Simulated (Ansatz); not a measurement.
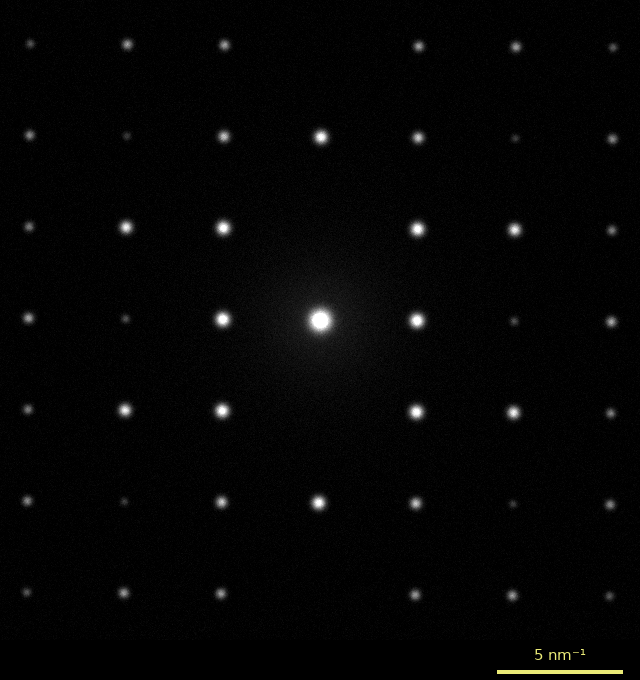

Simulated selected-area electron diffraction pattern (120 kV, kinematic approximation, thin crystal, B = 0.5 Å² for all atoms).

Phase: Rh, space group Cmcm (No. 63), a = 2.71 Å, b = 8.19 Å, c = 2.73 Å. Structure: coordinates from a relaxation with DFT, RPBE, plane waves (420 eV) with PAW, scalar-relativistic in Ansatz; the starting structure was generated, so it need not be a known form of this composition.

Which low-index zone axis gives this pattern?

Answer. The spots form a rectangular net whose two shortest vectors correspond to d = 2.73 Å and 2.57 Å, 90.0° apart. They index as 0 0 1 (itself extinct) and 1 -1 0, so the zone axis is [110] (or an equivalent direction of <110>).

Which reflections of this zone are missing, and why?

Answer. A screw axis and a glide plane both extinguish reflections such as 0 0 1, 0 0 3. In a thicker crystal double diffraction can put intensity into those places emptied by glide planes or screw axes that lie on the net of the visible spots, but never into those emptied by centring.
